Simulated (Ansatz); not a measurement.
**Run report: W, geometry relaxation**

The run: geometry relaxation of W (Fm-3m, 1 atom in the cell). Method and program: DFT PBE, scalar-relativistic, plane waves, PAW, no spin polarisation (Ansatz 0.2.0).

The structure derives from an entry of the Crystallography Open Database.

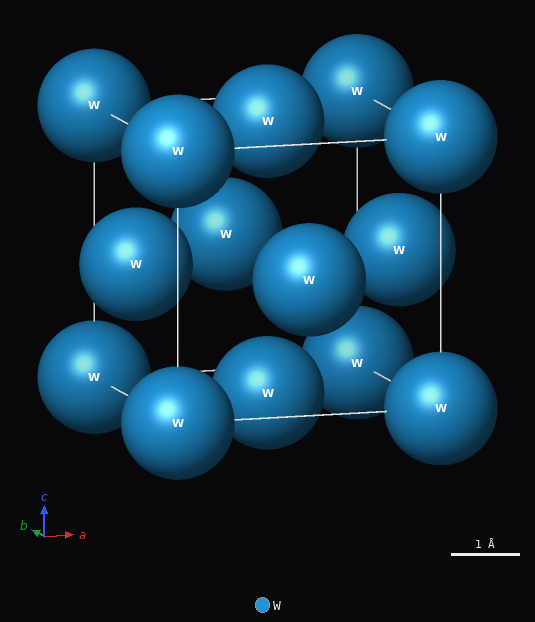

Fig. 1: The structure as given in the input (spheres-only view of the cell 4 times as large as that of the calculation, set on its symmetry axes, seen slightly off an axis). An atom can appear more than once, as a periodic image.

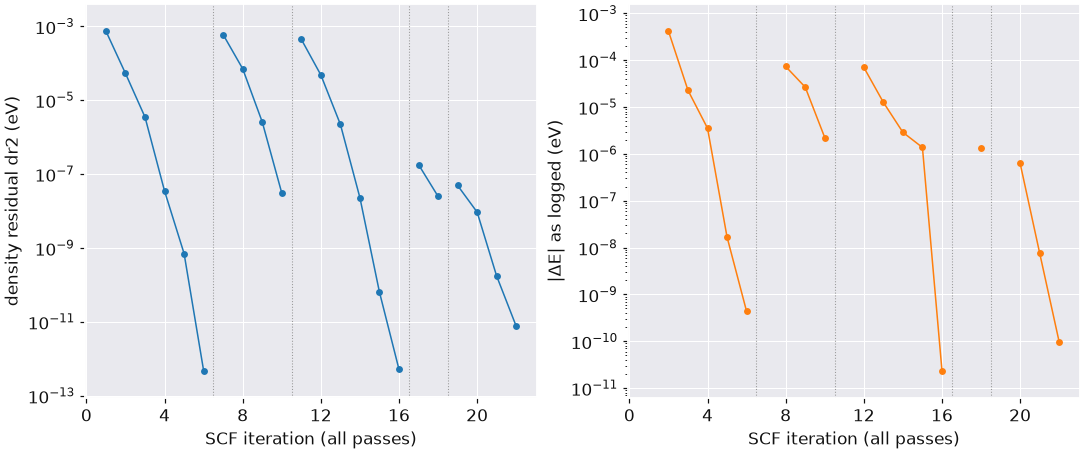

Fig. 2: Convergence of the self-consistent field: density residual dr2 and size of the energy change against the SCF iteration. The dotted lines part the SCF passes of the relaxation: geometry steps, rejected trials and re-solves on a re-selected basis. The 5 passes take 2 to 6 iterations each, 22 in all.

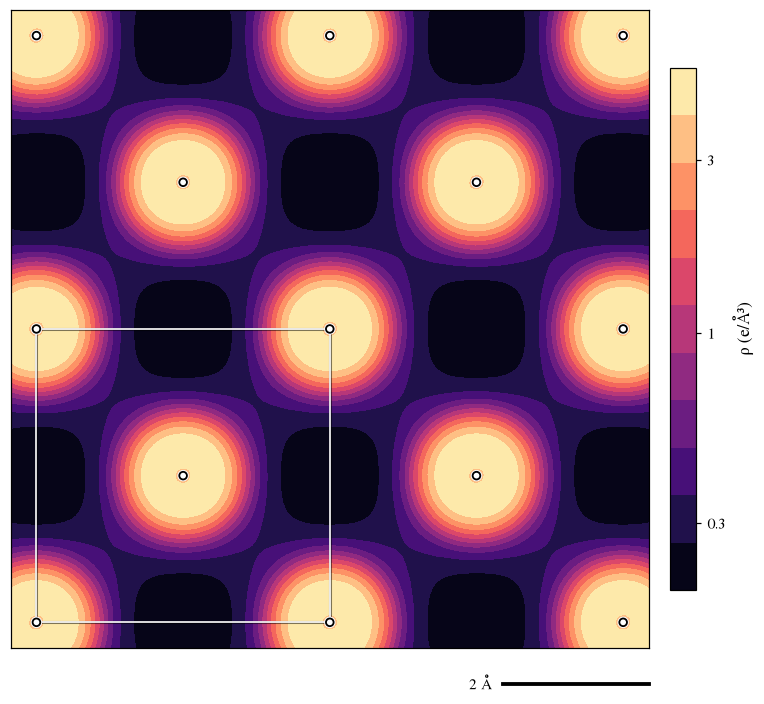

Fig. 3: Valence pseudo-density on the (100) plane of the conventional cell. Circles mark the nuclei in the plane (W). The section cuts through W sites. W–W (2.85 Å): ρ is about 0.35 e/Å³ halfway. Away from the nuclei the density in this plane falls to 0.2 e/Å³ at its lowest. Core electrons are frozen (PAW), so the fields are smoothed inside the atomic spheres.

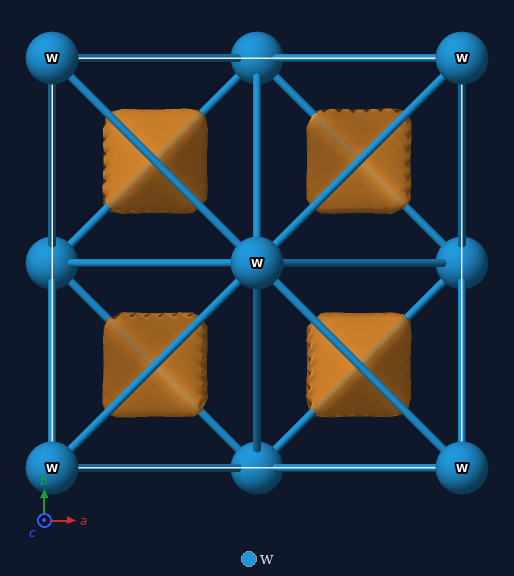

Fig. 4: Isosurface of the electron localisation function at 0.45 (orange), seen along the c axis. Only the valence region is drawn (cores and ρ < 0.01 e/Å³ removed). Sticks mark near contacts. The outline is the cell set on symmetry axes. Values along the shortest contacts: W–W (2.85 Å): the ELF is about 0.35 at the midpoint, as expected for nearly free electrons, as in a simple metal.

The input that produced these results follows, with the program's output.

Input:
```yaml
crystal:
  lattice:
    - [0.0, 2.03, 2.03]
    - [2.03, 0.0, 2.03]
    - [2.03, 2.03, 0.0]
  atoms:
    - { symbol: W, position: [0.0, 0.0, 0.0] }
basis:
  ecutwfc: 420
kpoints:
  mp_grid: { grid: [18, 18, 18] }
hamiltonian:
  xc: pbe
scf:
  occupations: { method: gaussian, width: 0.1 }
output:
  forces: true
  stress: true
  eigenvalues: true
  write_density: true
  write_potential: true
  elf: true
  volumetric_format: npy
relax:
  adjacent_minimum: "off"
  f_tol: 0.005
  max_steps: 80
  cell: { stress_tol: 0.05 }
```

Command:
```bash
ansatz run input.yaml --threads 1 --pin off --max-ram 2560MiB --backend cpu --events-out ev --progress --plain --runs-dir out
```

The program's output:
```
Engine: ansatz 0.2.0, x86_64-unknown-linux-gnu
Pseudopotentials: kind: paw
Pseudopotential: W, paw, valence charge 14, recommended cutoff 420 eV (normal), W.paw.azcp
Functional definition: PBE
  parameter kappa = 0.804
  parameter beta = 0.06672455060314922
  exchange = pbe_x(kappa = kappa, mu = beta*pi^2/3)
  correlation = pbe_c(beta = beta)
Crystal: 1 atoms, lattice volume = 16.731 Å³
Basis set: ecut = 420 eV, 331 PW (Γ), exchange–correlation on 40×40×40 points (8 copies of the dense FFT grid, shifted against one another)
Bands: 11, of which v1, the nominal top of the filled ones, is band 7 counted from 1 (6 counted from 0)
Symmetry: 48 space group operations
Space group: Fm-3m (ITA 225), of the structure as read, at distance tolerance 2.6e-5 Å
k-points: 195 of 5832
Non-local potential: W, projectors of the file, l = 0: 3, l = 1: 2, l = 2: 2, l = 3: 1
PAW form: soft (Blöchl's): semilocal exchange-correlation on the pseudo side does not see the compensation charge
PAW one-centre angular grid: W, 590 points (default); XC on 64 Gauss nodes
Initial density: superposition of atomic densities (neutral atoms: chi_scale 0, normalization atom), corrected by the library's trained network
Initial wavefunctions: pseudopotential atomic-orbital guess
Functional: x = pbe(κ = 0.804, μ = 0.2195149727645171), c = pbe(β = 0.06672455060314922)
SCF iter   1: F=—  HF=-10384.339377 eV  |F-HF|=—  |Δ(HF+E_count)|=         —  Δρ=2.36e-3  dr2=7.38e-4  ethr=1.77e-3  ⟨swp⟩=5.0  Hψ=11455  notcnv=0
preconditioner: auto → none  [metal: Δε(μ)=0.014 eV  Ē_g=8.342 eV  σ=0.100 eV  W_gap=0.08  n_scr=0 (ndim 8)  ℏωp=22.2 eV  f_vac=0.000  D(μ)=1.35/eV (n_scr^D=14)]
SCF iter   2: F=—  HF=-10384.338960 eV  |F-HF|=—  |Δ(HF+E_count)|=   4.17e-4  Δρ=8.54e-4  dr2=5.29e-5  ethr=5.27e-6  ⟨swp⟩=2.1  Hψ=4359  notcnv=0
SCF iter   3: F=—  HF=-10384.338982 eV  |F-HF|=—  |Δ(HF+E_count)|=   2.27e-5  Δρ=2.66e-4  dr2=3.47e-6  ethr=3.78e-7  ⟨swp⟩=2.3  Hψ=3236  notcnv=0
iter 4 did not close the SCF: its close was put off for the readings that it lacked (scf_convergence_deferred on its scf_iter line)
SCF iter   4: F=-10384.338986 eV  HF=-10384.338986 eV  |F-HF|=2.75e-8  |Δ(HF+E_count)|=   3.52e-6  Δρ=1.96e-5  dr2=3.47e-8  ethr=2.48e-8  ⟨swp⟩=2.4  Hψ=3379  notcnv=0
iter 5 did not close the SCF: its close was put off for the readings that it lacked (scf_convergence_deferred on its scf_iter line)
SCF iter   5: F=-10384.338986 eV  HF=-10384.338986 eV  |F-HF|=3.57e-10  |Δ(HF+E_count)|=   1.67e-8  Δρ=4.49e-6  dr2=7.03e-10  ethr=2.48e-10  ⟨swp⟩=2.0  Hψ=3343  notcnv=0
SCF iter   6: F=-10384.338986 eV  HF=-10384.338986 eV  |F-HF|=0.00e0  |Δ(HF+E_count)|=  4.33e-10  Δρ=1.05e-7  dr2=4.76e-13  ethr=5.02e-12  ⟨swp⟩=4.6  Hψ=10274  notcnv=0
SCF 1 converged in 6 iterations: F = -10384.338986 eV  dr2 = 4.76e-13
  greatest PAW one-centre occupation: 1.000 electrons in one spin orbital (limit 2), on the W atom at site 0 (counted from 0), in its partial waves of l = 0
relax step   1: F+E_penalty+E_count = -10384.33898571 eV  Δ(F+E_penalty+E_count) = +0.000e0 eV  max|allowed force component| = 0.000e0 eV/Å  Δτ_max = 0.0000 Å  P = -4.661 GPa  Ω = 16.731 Å³  (6 SCF iters, accepted)
Crystal: 1 atoms, lattice volume = 15.565 Å³
Basis set: ecut = 420 eV, 307 PW (Γ), exchange–correlation on 40×40×40 points (8 copies of the dense FFT grid, shifted against one another)
Initial density: handed on by an earlier stage of this run
Initial wavefunctions: those handed on with the density
iter 1 solved again at ethr=4.13e-6 eV; its pass at ethr=3.10e-3 eV (dr2=5.79e-4 eV) is discarded
SCF iter   1: F=—  HF=-10384.297911 eV  |F-HF|=—  |Δ(HF+E_count)|=         —  Δρ=2.57e-3  dr2=5.93e-4  ethr=4.13e-6  ⟨swp⟩=2.1  Hψ=16239  notcnv=0
preconditioner: auto → none  [metal: Δε(μ)=0.006 eV  Ē_g=9.001 eV  σ=0.100 eV  W_gap=0.03  n_scr=0 (ndim 8)  ℏωp=23.1 eV  f_vac=0.000  D(μ)=1.17/eV (n_scr^D=14)]
SCF iter   2: F=—  HF=-10384.297838 eV  |F-HF|=—  |Δ(HF+E_count)|=   7.33e-5  Δρ=1.10e-3  dr2=7.06e-5  ethr=4.13e-6  ⟨swp⟩=2.7  Hψ=3474  notcnv=0
SCF iter   3: F=—  HF=-10384.297864 eV  |F-HF|=—  |Δ(HF+E_count)|=   2.66e-5  Δρ=2.40e-4  dr2=2.57e-6  ethr=5.05e-7  ⟨swp⟩=1.7  Hψ=2665  notcnv=0
SCF iter   4: F=-10384.297867 eV  HF=-10384.297867 eV  |F-HF|=1.47e-8  |Δ(HF+E_count)|=   2.23e-6  Δρ=2.48e-5  dr2=3.06e-8  ethr=7.14e-10  ⟨swp⟩=7.1  Hψ=12579  notcnv=0
SCF 2 converged in 4 iterations: F = -10384.297867 eV  dr2 = 3.06e-8
relax step   2: F+E_penalty+E_count = -10384.29786654 eV  Δ(F+E_penalty+E_count) = +4.112e-2 eV  max|allowed force component| = 0.000e0 eV/Å  Δτ_max = 0.0000 Å  P = +17.365 GPa  Ω = 15.565 Å³  energy of the carried Pulay correction = +4.673e-4 eV  (4 SCF iters, dr2 threshold 1.00e-7 eV, rejected (line search))
Crystal: 1 atoms, lattice volume = 16.470 Å³
iter 1 solved again at ethr=3.73e-6 eV; its pass at ethr=3.10e-3 eV (dr2=5.22e-4 eV) is discarded
SCF iter   1: F=—  HF=-10384.343277 eV  |F-HF|=—  |Δ(HF+E_count)|=         —  Δρ=2.05e-3  dr2=4.43e-4  ethr=3.73e-6  ⟨swp⟩=2.1  Hψ=15256  notcnv=0
preconditioner: auto → none  [metal: Δε(μ)=0.004 eV  Ē_g=8.492 eV  σ=0.100 eV  W_gap=0.02  n_scr=0 (ndim 8)  ℏωp=22.4 eV  f_vac=0.000  D(μ)=1.34/eV (n_scr^D=14)]
SCF iter   2: F=—  HF=-10384.343207 eV  |F-HF|=—  |Δ(HF+E_count)|=   7.02e-5  Δρ=8.52e-4  dr2=4.80e-5  ethr=3.17e-6  ⟨swp⟩=2.6  Hψ=3275  notcnv=0
SCF iter   3: F=—  HF=-10384.343220 eV  |F-HF|=—  |Δ(HF+E_count)|=   1.26e-5  Δρ=2.07e-4  dr2=2.21e-6  ethr=3.43e-7  ⟨swp⟩=1.6  Hψ=2533  notcnv=0
SCF iter   4: F=—  HF=-10384.343222 eV  |F-HF|=—  |Δ(HF+E_count)|=   2.88e-6  Δρ=2.07e-5  dr2=2.28e-8  ethr=1.58e-8  ⟨swp⟩=2.1  Hψ=2860  notcnv=0
SCF iter   5: F=—  HF=-10384.343224 eV  |F-HF|=—  |Δ(HF+E_count)|=   1.37e-6  Δρ=1.00e-6  dr2=6.36e-11  ethr=1.63e-10  ⟨swp⟩=2.0  Hψ=2888  notcnv=0
SCF iter   6: F=-10384.343224 eV  HF=-10384.343224 eV  |F-HF|=1.09e-11  |Δ(HF+E_count)|=  2.36e-11  Δρ=8.41e-8  dr2=5.14e-13  ethr=1.00e-12  ⟨swp⟩=6.0  Hψ=8334  notcnv=0
SCF 3 converged in 6 iterations: F = -10384.343224 eV  dr2 = 5.14e-13
relax step   3: F+E_penalty+E_count = -10384.34322379 eV  Δ(F+E_penalty+E_count) = -4.238e-3 eV  max|allowed force component| = 0.000e0 eV/Å  Δτ_max = 0.0000 Å  P = -0.363 GPa  Ω = 16.470 Å³  energy of the carried Pulay correction = +1.018e-4 eV  (6 SCF iters, accepted)
Crystal: 1 atoms, lattice volume = 16.448 Å³
iter 1 solved again at ethr=3.07e-9 eV; its pass at ethr=3.10e-3 eV (dr2=4.30e-7 eV) is discarded
SCF iter   1: F=—  HF=-10384.343258 eV  |F-HF|=—  |Δ(HF+E_count)|=         —  Δρ=4.51e-5  dr2=1.80e-7  ethr=3.07e-9  ⟨swp⟩=2.2  Hψ=14025  notcnv=0
preconditioner: auto → none  [metal: Δε(μ)=0.010 eV  Ē_g=8.500 eV  σ=0.100 eV  W_gap=0.06  n_scr=0 (ndim 8)  ℏωp=22.4 eV  f_vac=0.000  D(μ)=1.34/eV (n_scr^D=14)]
SCF iter   2: F=-10384.343256 eV  HF=-10384.343256 eV  |F-HF|=9.16e-9  |Δ(HF+E_count)|=   1.31e-6  Δρ=2.00e-5  dr2=2.48e-8  ethr=7.14e-10  ⟨swp⟩=6.0  Hψ=11762  notcnv=0
SCF 4 converged in 2 iterations: F = -10384.343256 eV  dr2 = 2.48e-8
relax step   4: F+E_penalty+E_count = -10384.34325629 eV  Δ(F+E_penalty+E_count) = -3.250e-5 eV  max|allowed force component| = 0.000e0 eV/Å  Δτ_max = 0.0000 Å  P = +0.009 GPa  Ω = 16.448 Å³  energy of the carried Pulay correction = +1.103e-4 eV  (2 SCF iters, dr2 threshold 1.00e-7 eV, accepted)
Initial wavefunctions: pseudopotential atomic-orbital guess (no wavefunctions were taken with the density)
iter 1 solved again at ethr=2.13e-8 eV; its pass at ethr=3.10e-3 eV (dr2=2.98e-6 eV) is discarded
SCF iter   1: F=—  HF=-10384.343148 eV  |F-HF|=—  |Δ(HF+E_count)|=         —  Δρ=3.64e-5  dr2=4.90e-8  ethr=2.13e-8  ⟨swp⟩=3.2  Hψ=17829  notcnv=0
SCF iter   2: F=—  HF=-10384.343147 eV  |F-HF|=—  |Δ(HF+E_count)|=   6.30e-7  Δρ=1.71e-5  dr2=9.28e-9  ethr=3.50e-10  ⟨swp⟩=2.4  Hψ=3343  notcnv=0
SCF iter   3: F=—  HF=-10384.343147 eV  |F-HF|=—  |Δ(HF+E_count)|=   7.65e-9  Δρ=1.59e-6  dr2=1.72e-10  ethr=6.63e-11  ⟨swp⟩=2.7  Hψ=3432  notcnv=0
SCF iter   4: F=-10384.343147 eV  HF=-10384.343147 eV  |F-HF|=3.64e-12  |Δ(HF+E_count)|=  9.64e-11  Δρ=4.67e-7  dr2=7.58e-12  ethr=1.00e-12  ⟨swp⟩=4.1  Hψ=9717  notcnv=0
SCF 5 converged in 4 iterations: F = -10384.343147 eV  dr2 = 7.58e-12
relax step   5: F+E_penalty+E_count = -10384.34314688 eV  Δ(F+E_penalty+E_count) = +1.094e-4 eV  max|allowed force component| = 0.000e0 eV/Å  Δτ_max = 0.0000 Å  P = +0.009 GPa  Ω = 16.448 Å³  stress off target by 8.55e-3 GPa  SCF on the basis re-selected at this cell (its energy is not comparable with the rows above)  (4 SCF iters)
basis re-selected at this cell: Δ(F+E_penalty+E_count) = +1.094e-4 eV, ΔP = -0.000 GPa vs the last step (what re-selecting the basis moved, of the pressure what is left beyond the Pulay correction that the steps carried, after the strain that the cell walked since its last selection, with what the two solves' SCF thresholds leave and, on support functions, any second-order correction that the steps lacked; it is no measure of the basis error at this ecutwfc). This SCF's stress stands 8.55e-3 GPa from its target on what of the cell is left free (relax.cell.stress_tol is 5.00e-2 GPa) and its largest allowed force component is 0.00e0 eV/Å (relax.f_tol is 5.00e-3 eV/Å): within both
SCF converged after 4 iterations
Free energy (F): -10384.343147 eV
Harris-Foulkes:  -10384.343147 eV  (|F-HF|=3.64e-12)
Internal energy: -10384.336433 eV  (E = F + TS)
E sigma→0 (E₀):  -10384.339790 eV
Entropy (-TS):   -0.006714 eV (-6.714 meV/atom)
Fermi energy:    21.224888 eV
--- Per-component energies (eV) ---
  E_band       = -92.690432
  E_kinetic    = 449.033823
  E_local      = -625.657274  (includes V_loc(G=0)·N_el)
  E_nonlocal   = 0.709484
  E_hartree    = 223.116918
  E_xc         = -266.451903
  E_vxc        = -238.156430  (∫ρ·V_xc dr)
  E_paw        = -8562.415123  (= ΣΔE_a)
  E_vpaw       = -124.853805  (= ΣTr[D̂ρ^β])
  E_aug_tail   = -0.000056  (compensation charges beyond the density's cutoff)
  E_ewald      = -1602.672302
  E_smearing   = -0.006714  (= −TS)
  E_closure    = 0.000000  (closes the sum)
  Σ components = -10384.343147   (vs F -10384.343147, Δ=0.00e0)
--- Forces (eV/Å), atoms counted from 1 ---
  atom   1  W     -0.00000000    -0.00000000     0.00000000
  max |Σ_I F_I| component: 5.75e-32 eV/Å
--- Stress (GPa, compression-positive) ---
        0.008547      -0.000000      -0.000000
       -0.000000       0.008547      -0.000000
       -0.000000      -0.000000       0.008547
  P = ⅓ Tr σ = 0.0085 GPa (0.085 kbar)
--- Band table (eV; the first three rows and the last of 195) ---
  k-point 0: bands = ["-52.3630", "-16.0356", "-16.0356", "-16.0356", "12.2625", "20.6722", "20.6722", "20.6722", "23.7912", "23.7912", "34.0176"]
  k-point 1: bands = ["-52.3598", "-16.0724", "-16.0403", "-16.0403", "12.3983", "20.5668", "20.7364", "20.7364", "23.7323", "23.7323", "34.2893"]
  k-point 2: bands = ["-52.3507", "-16.1775", "-16.0538", "-16.0538", "12.7910", "20.2946", "20.9039", "20.9039", "23.5995", "23.5995", "35.0186"]
  k-point 194: bands = ["-52.2221", "-16.8412", "-16.7273", "-16.4646", "17.4339", "18.7247", "19.7695", "22.6473", "27.0006", "31.4162", "31.4862"]
--- Relaxed structure (4 steps of the walk, 3 accepted, 1 SCFs on fresh bases) ---
  F+E_penalty+E_count = -10384.34314688 eV   max|allowed force component| = 0.000e0 eV/Å   (the final SCF, on the basis selected at the relaxed cell)
  cell:  # Å, volume = 16.4482 Å³
    - [-4.458450528783641e-35, 2.018503115088851, 2.018503115088851]
    - [2.018503115088851, 2.6671087984687857e-34, 2.018503115088851]
    - [2.018503115088851, 2.018503115088851, 8.20036436544134e-35]
  atoms:
    - { symbol: W, position: [0.0, 0.0, 0.0] }
```

Trajectory as extended XYZ (Å, eV, eV/Å), 5 frames, from step=1 to step=5:
```
1
Lattice="0.0000 2.0300 2.0300 2.0300 0.0000 2.0300 2.0300 2.0300 0.0000" Properties=species:S:1:pos:R:3:forces:R:3 step=1 energy=-10384.33899 pressure_GPa=-4.66
W     0.0000    0.0000    0.0000    0.0000   0.0000   0.0000
1
Lattice="0.0000 1.9817 1.9817 1.9817 0.0000 1.9817 1.9817 1.9817 0.0000" Properties=species:S:1:pos:R:3:forces:R:3 step=2 energy=-10384.29787 pressure_GPa=17.37 accepted=F
W     0.0000    0.0000    0.0000    0.0000   0.0000   0.0000
1
Lattice="0.0000 2.0194 2.0194 2.0194 0.0000 2.0194 2.0194 2.0194 0.0000" Properties=species:S:1:pos:R:3:forces:R:3 step=3 energy=-10384.34322 pressure_GPa=-0.36
W     0.0000    0.0000    0.0000    0.0000   0.0000   0.0000
1
Lattice="0.0000 2.0185 2.0185 2.0185 0.0000 2.0185 2.0185 2.0185 0.0000" Properties=species:S:1:pos:R:3:forces:R:3 step=4 energy=-10384.34326 pressure_GPa=0.01
W     0.0000    0.0000    0.0000    0.0000   0.0000   0.0000
1
Lattice="0.0000 2.0185 2.0185 2.0185 0.0000 2.0185 2.0185 2.0185 0.0000" Properties=species:S:1:pos:R:3:forces:R:3 step=5 energy=-10384.34315 pressure_GPa=0.01
W     0.0000    0.0000    0.0000    0.0000   0.0000   0.0000
```

Summary:

```tsv
quantity	value
outcome	converged
space group (tolerance 0.01 Å)	Fm-3m (225)
electrons treated	14
free energy	−10384.3431 eV
Fermi energy	21.225 eV
gap on the k-point mesh	none (metallic)
pressure	0.01 GPa
final volume	16.45 Å³
largest force (length of the vector) at the end	under 0.001 eV/Å
final cell	a = 2.855 Å, b = 2.855 Å, c = 2.855 Å, α = 60.00°, β = 60.00°, γ = 60.00°
hardware	1 thread of Intel Xeon (Sapphire Rapids), 32 GiB of memory available, shared host
wall time	7.6 s
peak memory	0.39 GiB
```

Spin–orbit coupling is left out, which matters for W.
